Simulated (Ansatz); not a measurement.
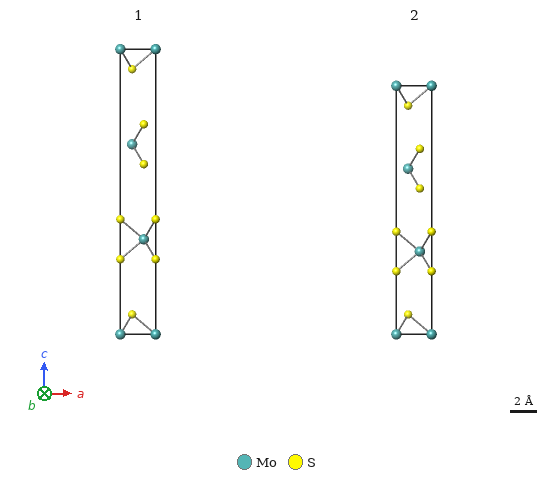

Two geometries of solid MoS2 (set up in R3m), drawn at one scale. One is the start of a relaxation, the other its converged end. Style: ball-and-stick. Shown: the conventional cell (3 times the calculation's cell), along the b axis. Lengths and directions refer to the drawn axes.

Method: Ansatz, DFT PBE, scalar-relativistic, plane waves, PAW. (plane-wave cutoff 420 eV; k-point mesh 12 × 12 × 12; occupations gaussian; smearing width 0.02 eV; no spin polarisation; cell and atoms relaxed; force threshold 0.005 eV/Å; at most 80 steps)

> Which one is relaxed?

Structure 1 is the relaxed one. The energy falls by 17.4 meV per cell of the calculation in 10 accepted moves (12 points after the start). The largest force component goes from 0.16 to 0.00071 eV/Å. The pressure goes from 1.36 to 0.00 GPa. The SCF was repeated twice at an unchanged geometry on a basis and grid sized afresh for the cell, which shifted the energy by 1.4 meV per cell of the calculation at most. The largest moves relative to the cell, 0.22 Å, are those of S atoms. Mo stays in place. The drawn cell changes as follows: a = b 3.184 → 3.185 Å (0.0 %), c 19.446 → 22.315 Å (+14.8 %); the volume changes by +14.8 %. Near-neighbour distances that change, for instance: Mo–S 2.406 → 2.413 Å. The space group stays R3m (No. 160). The run took 72 s on 4 threads of Oxide Virtual Turin-like Processor (Zen 5), on a shared host, peak memory 0.63 GiB.
